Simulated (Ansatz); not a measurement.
ZnSe: single-point calculation

- system: ZnSe (2 atoms in the cell)
- method: DFT, PBEsol, plane waves, PAW, spin-polarised (Ansatz 0.2.0)

The structure derives from an entry of the Crystallography Open Database. Some settings of this run were made unusual or wrong on purpose.

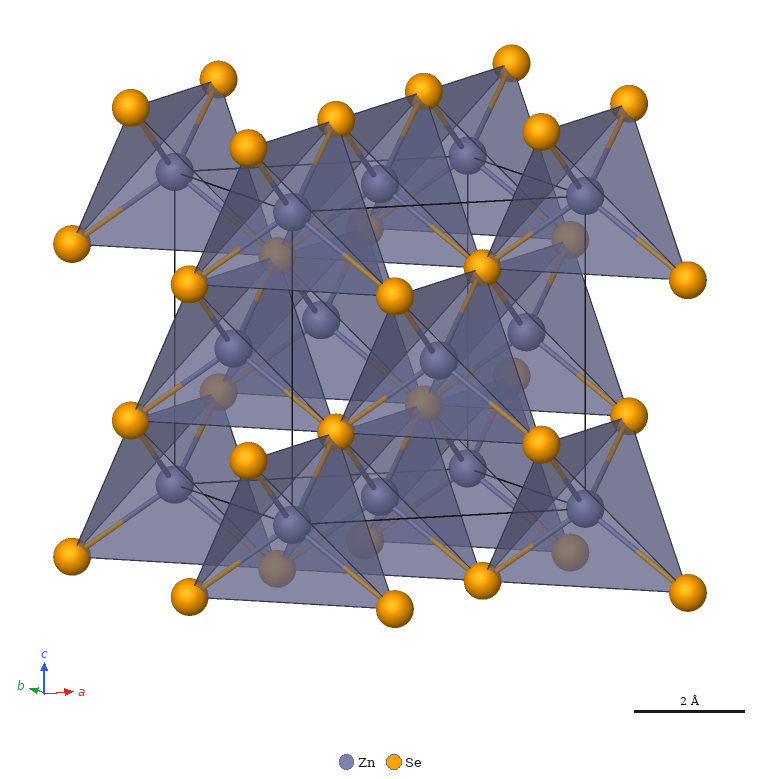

**Figure 1.** The structure as given in the input (polyhedral view of the cell 4 times as large as that of the calculation, set on its symmetry axes, seen slightly off an axis; polyhedra are completed across the faces of the cell).

Outcome

| quantity | value |
| --- | --- |
| outcome | converged |
| space group (tolerance 0.01 Å) | F-43m (216) |
| electrons treated | 28 |
| free energy | −8706.4249 eV |
| Fermi energy | 6.614 eV |
| gap on the k-point mesh | 1.01 eV |
| net moment of the cell | 0.00 μB |
| integrated absolute moment | 0.00 μB |
| pressure | −3.33 GPa |
| largest force (length of the vector) | under 0.001 eV/Å |
| hardware | 1 thread of an Arm (aarch64) CPU, shared host |
| wall time | 19 s |
| peak memory | 0.37 GiB |

The input was spoiled on purpose: an impossible spin (`magnetization`). The system has too few electrons for this moment. The run converged all the same; its numbers are those of the faulty input and shouldn't be used. The program warns: some starting moments were not kept.

The input
```yaml
crystal:
  lattice:
    - [0.0, 2.872169652, 2.872169652]
    - [2.872169652, 0.0, 2.872169652]
    - [2.872169652, 2.872169652, 0.0]
  atoms:
    - { symbol: Zn, position: [0.0, 0.0, 0.0] }
    - { symbol: Se, position: [0.75, 0.75, 0.75] }
basis:
  ecutwfc: 420
kpoints:
  mp_grid: { grid: [8, 8, 8] }
hamiltonian:
  xc: pbesol
scf:
  occupations: { method: gaussian, width: 0.02 }
  max_iter: 75
output:
  forces: true
  eigenvalues: true
  stress: true
magnetization:
  spin_polarized: true
  initial_magnetization: 40
```

Command:
```bash
ansatz run input.yaml --threads 1 --pin off --max-ram 1331MiB --backend cpu --events-out ev --progress --plain --runs-dir out
```

Output
```
Engine: ansatz 0.2.0, aarch64-unknown-linux-gnu
Pseudopotentials: kind: paw
Pseudopotential: Zn, paw, valence charge 12, recommended cutoff 420 eV (normal), Zn.paw.azcp
Pseudopotential: Se, paw, valence charge 16, recommended cutoff 420 eV (normal), Se.paw.azcp
Functional definition: PBEsol
  exchange = pbesol_x
  correlation = pbesol_c
Crystal: 2 atoms, lattice volume = 47.387 Å³
Basis set: ecut = 420 eV, 941 PW (Γ), exchange–correlation on 60×60×60 points (8 copies of the dense FFT grid, shifted against one another)
Bands: 41, of which v1, the nominal top of the filled ones, is band 14 counted from 1 (13 counted from 0)
Symmetry: 24 space group operations
Space group: F-43m (ITA 216), of the structure as read, at distance tolerance 3.6e-5 Å
Magnetic group: BNS 216.74 (UNI 1576), of the structure as read, at distance tolerance 3.6e-5 Å
k-points: 29 of 512 (time reversal used)
Non-local potential: Zn, projectors of the file, l = 0: 2, l = 1: 2, l = 2: 3, l = 3: 1
Non-local potential: Se, projectors of the file, l = 0: 2, l = 1: 2, l = 2: 3, l = 3: 1
PAW form: soft (Blöchl's): semilocal exchange-correlation on the pseudo side does not see the compensation charge
PAW frozen core: Zn, regenerated for the run's functional, and the local potential with it (the file was generated under x = pbe(κ = 0.804, μ = 0.2195149727645171), c = pbe(β = 0.06672455060314922))
PAW frozen core: Se, regenerated for the run's functional, and the local potential with it (the file was generated under x = pbe(κ = 0.804, μ = 0.2195149727645171), c = pbe(β = 0.06672455060314922))
PAW one-centre angular grid: Zn, 590 points (default); XC on 64 Gauss nodes
PAW one-centre angular grid: Se, 590 points (default); XC on 64 Gauss nodes
Initial density: superposition of atomic densities (chi_scale 0.1, normalization cell, long waves kept (reshape's long-wave potential 0.00 eV rms))
Starting moments: Σ|m| = 40 μB on 2 of 2 sites
Initial wavefunctions: pseudopotential atomic-orbital guess
Functional: x = pbesol(κ = 0.804, μ = 0.12345679012345678), c = pbesol(β = 0.046)
SCF iter   1: F=—  HF=-8635.944069 eV  |F-HF|=—  |Δ(HF+E_count)|=         —  Δρ=1.14e0 (↑1.14e0 ↓1.14e0)  dr2=1.13e0  dr2_m=5.66e2  M=2.082 μB ∫|m|=2.116 μB  β_m=0.30  ethr=3.10e-3  ⟨swp⟩=6.2  Hψ=10719  notcnv=0  defer=63
preconditioner: auto → none  [insulator: Δε(μ)=0.023 eV  Ē_g=27.768 eV  σ=0.020 eV  W_gap=0.53  n_scr=14 (ndim 8)  ℏωp=22.9 eV  f_vac=0.074  D(μ)=1.58/eV (n_scr^D=14)  ε∞_Penn≈1.7]
SCF iter   2: F=—  HF=-8670.761781 eV  |F-HF|=—  |Δ(HF+E_count)|=    3.48e1  Δρ=8.09e-1 (↑8.09e-1 ↓8.08e-1)  dr2=1.05e-1  dr2_m=2.84e2  M=0.677 μB ∫|m|=0.959 μB  β_m=0.30  ethr=3.10e-3  ⟨swp⟩=2.4  Hψ=4298  notcnv=0  defer=651
SCF iter   3: F=—  HF=-8688.693188 eV  |F-HF|=—  |Δ(HF+E_count)|=    1.79e1  Δρ=5.74e-1 (↑5.70e-1 ↓5.74e-1)  dr2=1.20e-1  dr2_m=1.42e2  M=0.137 μB ∫|m|=0.667 μB  β_m=0.30  ethr=3.76e-4  ⟨swp⟩=2.6  Hψ=4025  notcnv=0  defer=652
SCF iter   4: F=—  HF=-8697.657914 eV  |F-HF|=—  |Δ(HF+E_count)|=    8.96e0  Δρ=4.04e-1 (↑4.03e-1 ↓4.04e-1)  dr2=4.79e-2  dr2_m=7.07e1  M=0.035 μB ∫|m|=0.501 μB  β_m=0.30  ethr=3.76e-4  ⟨swp⟩=2.7  Hψ=3789  notcnv=0  defer=655
SCF iter   5: F=—  HF=-8702.090788 eV  |F-HF|=—  |Δ(HF+E_count)|=    4.43e0  Δρ=2.85e-1 (↑2.85e-1 ↓2.83e-1)  dr2=8.40e-3  dr2_m=3.51e1  M=0.004 μB ∫|m|=0.380 μB  β_m=0.30  ethr=1.71e-4  ⟨swp⟩=2.9  Hψ=3889  notcnv=0  defer=650
SCF iter   6: F=—  HF=-8704.270030 eV  |F-HF|=—  |Δ(HF+E_count)|=    2.18e0  Δρ=2.01e-1 (↑2.01e-1 ↓1.99e-1)  dr2=5.38e-3  dr2_m=1.74e1  M=0.004 μB ∫|m|=0.292 μB  β_m=0.30  ethr=3.00e-5  ⟨swp⟩=2.5  Hψ=4301  notcnv=0  defer=653
Mixer restart at iter 6: flushing history
spin-set hold released at iteration 6 (site moments contracting): the magnetisation degrees of freedom join the quasi-Newton model from the next iteration; the mixer history was flushed
SCF iter   7: F=—  HF=-8705.347687 eV  |F-HF|=—  |Δ(HF+E_count)|=    1.08e0  Δρ=1.41e-1 (↑1.41e-1 ↓1.41e-1)  dr2=7.58e-4  dr2_m=8.67e0  M=0.000 μB ∫|m|=0.225 μB  β_m=0.65  ethr=1.92e-5  ⟨swp⟩=2.4  Hψ=3781  notcnv=0  defer=650
SCF iter   8: F=—  HF=-8706.424589 eV  |F-HF|=—  |Δ(HF+E_count)|=    1.08e0  Δρ=3.11e-3 (↑3.11e-3 ↓1.40e-3)  dr2=2.57e-3  dr2_m=1.67e-3  M=0.000 μB ∫|m|=0.034 μB  β_m=0.68  ethr=2.71e-6  ⟨swp⟩=3.2  Hψ=5426  notcnv=0  defer=649
SCF iter   9: F=—  HF=-8706.425604 eV  |F-HF|=—  |Δ(HF+E_count)|=   1.01e-3  Δρ=2.06e-3 (↑9.69e-4 ↓2.06e-3)  dr2=1.84e-3  dr2_m=3.61e-4  M=0.000 μB ∫|m|=0.017 μB  β_m=0.62  ethr=2.71e-6  ⟨swp⟩=2.0  Hψ=4280  notcnv=0  defer=649
SCF iter  10: F=—  HF=-8706.424883 eV  |F-HF|=—  |Δ(HF+E_count)|=   7.21e-4  Δρ=1.02e-3 (↑1.02e-3 ↓6.00e-4)  dr2=3.64e-4  dr2_m=1.71e-4  M=0.000 μB ∫|m|=0.012 μB  β_m=0.64  ethr=2.71e-6  ⟨swp⟩=2.8  Hψ=3507  notcnv=0  defer=649
SCF iter  11: F=—  HF=-8706.424933 eV  |F-HF|=—  |Δ(HF+E_count)|=   4.99e-5  Δρ=4.00e-4 (↑4.00e-4 ↓2.53e-4)  dr2=1.38e-4  dr2_m=3.06e-5  M=0.000 μB ∫|m|=0.005 μB  β_m=0.55  ethr=1.30e-6  ⟨swp⟩=2.1  Hψ=3251  notcnv=0  defer=649
SCF iter  12: F=—  HF=-8706.424905 eV  |F-HF|=—  |Δ(HF+E_count)|=   2.81e-5  Δρ=9.64e-5 (↑9.64e-5 ↓6.24e-5)  dr2=2.91e-6  dr2_m=2.47e-6  M=0.000 μB ∫|m|=0.002 μB  β_m=0.78  ethr=4.94e-7  ⟨swp⟩=2.6  Hψ=2952  notcnv=0  defer=649
SCF iter  13: F=—  HF=-8706.424929 eV  |F-HF|=—  |Δ(HF+E_count)|=   2.43e-5  Δρ=1.15e-5 (↑9.23e-6 ↓1.15e-5)  dr2=3.63e-9  dr2_m=4.54e-8  M=0.000 μB ∫|m|=0.000 μB  β_m=0.74  ethr=3.57e-10  ⟨swp⟩=10.6  Hψ=13379  notcnv=0
SCF iter  14: F=—  HF=-8706.424929 eV  |F-HF|=—  |Δ(HF+E_count)|=   6.88e-8  Δρ=1.64e-6 (↑1.45e-6 ↓1.64e-6)  dr2=9.76e-11  dr2_m=9.86e-10  M=0.000 μB ∫|m|=0.000 μB  β_m=0.77  ethr=1.30e-11  ⟨swp⟩=4.7  Hψ=6441  notcnv=0
SCF iter  15: F=—  HF=-8706.424929 eV  |F-HF|=—  |Δ(HF+E_count)|=   2.10e-9  Δρ=4.49e-7 (↑3.34e-7 ↓4.49e-7)  dr2=6.97e-12  dr2_m=6.34e-11  M=0.000 μB ∫|m|=0.000 μB  β_m=0.89  ethr=1.00e-12  ⟨swp⟩=3.1  Hψ=3847  notcnv=0
SCF iter  16: F=-8706.424929 eV  HF=-8706.424929 eV  |F-HF|=1.82e-12  |Δ(HF+E_count)|=  1.78e-10  Δρ=4.36e-8 (↑4.36e-8 ↓3.99e-8)  dr2=5.82e-14  dr2_m=7.33e-13  M=0.000 μB ∫|m|=0.000 μB  ethr=1.00e-12  ⟨swp⟩=2.0  Hψ=3381  notcnv=0
SCF 1 converged in 16 iterations: F = -8706.424929 eV  dr2 = 5.82e-14
  greatest PAW one-centre occupation: 1.000 electrons in one spin orbital (limit 2), on the Se atom at site 1 (counted from 0), in its partial waves of l = 2
```

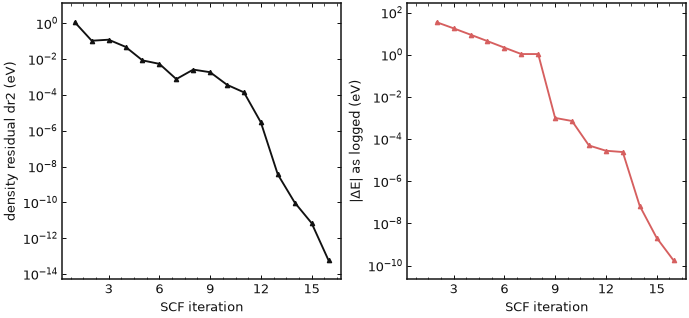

**Figure 2.** Convergence of the self-consistent field: density residual dr2 and size of the energy change against the SCF iteration. The residual comes down, with one marked jump up, by a factor of about 3, at step 8.

```
WARN: the starting moments were not kept: the SCF closed with an absolute magnetisation of 8.9e-7 μB, where they sum to 40 μB in size (2 sites). That is at most 0.1 of that sum. Measured as dr2_m measures the in/out step, that magnetisation stands 9.2e-14 eV from none, at or under the dr2_threshold of 1.0e-7 eV: it is no larger than a step whose dr2_m would equal this threshold. The system may hold no moment; this SCF shows only that its start led to no more than that. To try another start: raise the starting moments (crystal.atoms[].spin, magnetization.per_species, magnetization.initial_magnetization, or on a non-collinear deck that types none of these the spinor_matrix: blocks that start its atoms; where the total moment is fixed, keep their sum and leave initial_magnetization as it is; typed ones take the place of any that the run laid by itself, positive ones on a crystal's lanthanoids without a Hubbard term where scf.initial_density.shell_occupations: [] is typed) or, if the notice of its spin-set hold's release reads "site moments contracting" or "site moments show no strong build", lengthen the hold (scf.mixing.spin_hold: { on: { confirm: 4 } }; for m-r²SCAN on two components see the key's manual first). Each may lead to a state that holds a moment. A second SCF, from the converged charge density, with the starting moments and any scf.initial_density.shell_occupations laid on it anew, would have followed, and was not run: the deck does not ask for one (magnetization.retry_lost_moments is false, the default). To let it run, set magnetization.retry_lost_moments: true and run the deck again, where that key's refused combinations let it; where memory then withholds it, that run's warning says so.
SCF converged after 16 iterations
Magnetization: 0.0000 μB (14.0000 up, 14.0000 down)
Absolute magnetization: 0.0000 μB (∫|ρ↑−ρ↓|, with the PAW one-centre terms)
Spin contamination: 0.0000 ħ² per cell (⟨S²⟩ above its minimum at these occupations)
Per-site moments (μB) at R_I (Å): [(-1.1268069350048039e-7, 1.0260409015769183), (6.23410201662426e-8, 1.0260409015769183)]
Free energy (F): -8706.424929 eV
Harris-Foulkes:  -8706.424929 eV  (|F-HF|=1.82e-12)
Internal energy: -8706.424929 eV  (E = F + TS)
E sigma→0 (E₀):  -8706.424929 eV
Fermi energy:    6.613540 eV
--- Per-component energies (eV) ---
  E_band       = -398.153082
  E_kinetic    = 249.022946
  E_local      = -4455.051145  (includes V_loc(G=0)·N_el)
  E_nonlocal   = 23.182434
  E_hartree    = 2056.974216
  E_xc         = -238.277659
  E_vxc        = -149.666288  (∫ρ·V_xc dr)
  E_paw        = -3659.487154  (= ΣΔE_a)
  E_vpaw       = -179.588552  (= ΣTr[D̂ρ^β])
  E_aug_tail   = -0.000923  (compensation charges beyond the density's cutoff)
  E_ewald      = -2684.593450
  E_core_change = 1.805805  (= ΣΔE_core)
  E_smearing   = -0.000000  (= −TS)
  E_closure    = 0.000000  (closes the sum)
  Σ components = -8706.424929   (vs F -8706.424929, Δ=0.00e0)
--- Forces (eV/Å), atoms counted from 1 ---
  atom   1  Zn    -0.00000000     0.00000000     0.00000000
  atom   2  Se     0.00000000    -0.00000000    -0.00000000
  max |Σ_I F_I| component: 1.71e-16 eV/Å
--- Stress (GPa, compression-positive) ---
       -3.334994      -0.000000      -0.000000
       -0.000000      -3.334994       0.000000
       -0.000000       0.000000      -3.334994
  P = ⅓ Tr σ = -3.3350 GPa (-33.350 kbar)
--- Band table (eV; the first three rows and the last of 58) ---
  k-point 0 ↑: bands = ["-40.7249", "-40.7249", "-40.7249", "-40.7211", "-40.7211", "-6.9290", "-0.3106", "-0.3106", "-0.3106", "0.0251", "0.0251", "6.1071", "6.1071", "6.1071", "7.1195", "11.8624", "11.8624", "11.8624", "15.6932", "17.4740", "17.4740", "18.9120", "18.9120", "18.9120", "21.5257", "31.4878", "31.4878", "31.4878", "32.8591", "32.8591", "32.8591", "33.7762", "33.7762", "33.7762", "34.5193", "34.5193", "40.7159", "45.4501", "45.4501", "45.4501", "45.5877"]
  k-point 1 ↑: bands = ["-40.7249", "-40.7249", "-40.7249", "-40.7211", "-40.7211", "-6.8353", "-0.3024", "-0.2961", "-0.2961", "0.0239", "0.0239", "4.7821", "5.9648", "5.9648", "8.1462", "11.7550", "12.1040", "12.1040", "16.5671", "16.6762", "16.6762", "18.2779", "20.3773", "20.3773", "22.9676", "28.6410", "29.0991", "29.0991", "32.4638", "32.4638", "33.7963", "33.7963", "33.9321", "35.0477", "37.8863", "37.8863", "40.8690", "41.8238", "41.8238", "42.5320", "44.2590"]
  k-point 2 ↑: bands = ["-40.7249", "-40.7248", "-40.7248", "-40.7211", "-40.7211", "-6.5929", "-0.2643", "-0.2643", "-0.2459", "0.0252", "0.0252", "3.1257", "5.6593", "5.6593", "8.6598", "12.4537", "12.4684", "12.4684", "16.4298", "16.4298", "16.5529", "19.6873", "22.8443", "22.8443", "25.1781", "25.6513", "25.6513", "25.8902", "32.8529", "32.8529", "34.0939", "34.0939", "34.3646", "35.9031", "37.4912", "37.4912", "37.5584", "41.7038", "41.9460", "41.9460", "42.3154"]
  k-point 28 ↓: bands = ["-40.7249", "-40.7248", "-40.7246", "-40.7211", "-40.7210", "-5.9497", "-0.1982", "-0.1241", "-0.0026", "-0.0004", "0.2950", "1.5846", "3.4745", "3.5921", "11.4399", "11.4695", "12.8849", "13.6967", "17.4157", "19.6619", "19.8328", "20.5027", "23.4655", "25.0297", "25.2020", "25.4055", "25.7849", "27.6572", "27.7265", "30.0322", "31.9752", "32.2780", "32.7378", "32.8751", "33.3838", "34.2656", "34.3907", "35.8577", "40.6509", "40.8045", "41.3753"]
```
